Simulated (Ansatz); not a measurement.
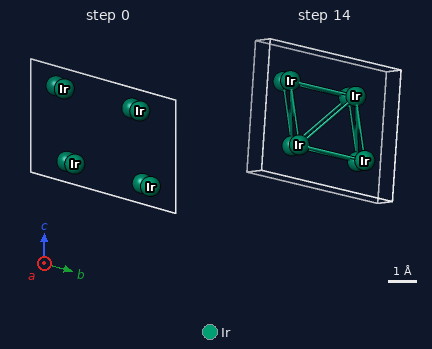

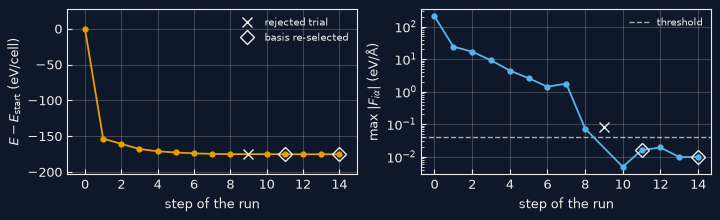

First and last geometry of a relaxation of crystalline Ir (built on the O_12 type) (coarse preliminary run), with the history of the run. Style: ball-and-stick. Shown: the cell of the calculation, along the a axis.

Case: O type (C2/m, No. 12).

The calculation used DFT PBE, scalar-relativistic, plane waves, PAW in Ansatz. Settings: plane-wave cutoff 420 eV; k-point mesh 4 × 4 × 4; occupations gaussian; smearing width 0.1 eV; no spin polarisation; cell and atoms relaxed; force threshold 0.04 eV/Å; at most 70 steps.

Read the history and describe the run.

Answer. It converged. The largest moves relative to the cell, 0.62 Å, are those of Ir atoms. Cell: a = b 5.832 → 5.409 Å (−7.3 %), c 4.435 → 5.021 Å (+13.2 %), α 111.2° → 105.4°, β 111.2° → 105.4°, γ 70.5° → 59.9°. Volume −5.1 %. Some distances before and after: Ir–Ir 1.431 → 2.538 Å, Ir–Ir 3.593 → 2.701 Å, Ir–Ir 3.452 → 2.701 Å, Ir–Ir 3.213 → 2.725 Å. New bonds form: Ir–Ir (3.45 → 2.70 Å), Ir–Ir (3.59 → 2.70 Å). Among the angles between lasting bonds that change: Ir–Ir–Ir 84.3° → 59.9°, Ir–Ir–Ir 96.1° → 120.1°. The space group stays C2/m (No. 12). After 11 accepted moves (14 points after the start) the energy has fallen by 175.180 eV per cell of the calculation. The largest force component goes from 210 to 0.0099 eV/Å. Pressure: 513.93 GPa at the start and −0.04 GPa at the end. The line search rejected the trial step at point 9 of the run. The SCF was repeated twice at an unchanged geometry on a basis and grid sized afresh for the cell, which shifted the energy by 0.139 eV per cell of the calculation at most. The run took roughly 2 core-minutes on a shared host.
